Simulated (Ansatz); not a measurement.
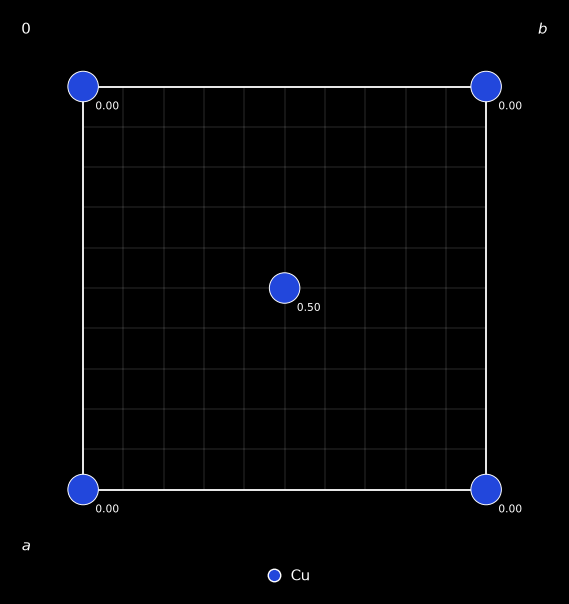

Plan of a unit cell projected along c (a down the page, b across); the numbers are heights as fractions of c, and atoms on the cell's edges are repeated. The grid marks tenths of a and b. Source: the input geometry of an electronic-structure calculation (not necessarily at equilibrium); the starting structure was generated, so it need not be a known form of this composition. Symmetry computed with spglib at a tolerance of 0.002 Å; standard conventional cell.

a = 2.865 Å, b = 2.865 Å, c = 2.865 Å, α = 90.00°, β = 90.00°, γ = 90.00°.

**What does the cell contain?**

2 Cu: Cu, Z = 2.

**Which space group?**

No. 229, Im-3m, body-centred cubic.

**Give the independent sites, coordinates to two places.**

| atom | site | symmetry | x | y | z |
| --- | --- | --- | --- | --- | --- |
| Cu | 2a | m-3m | 0.00 | 0.00 | 0.00 |
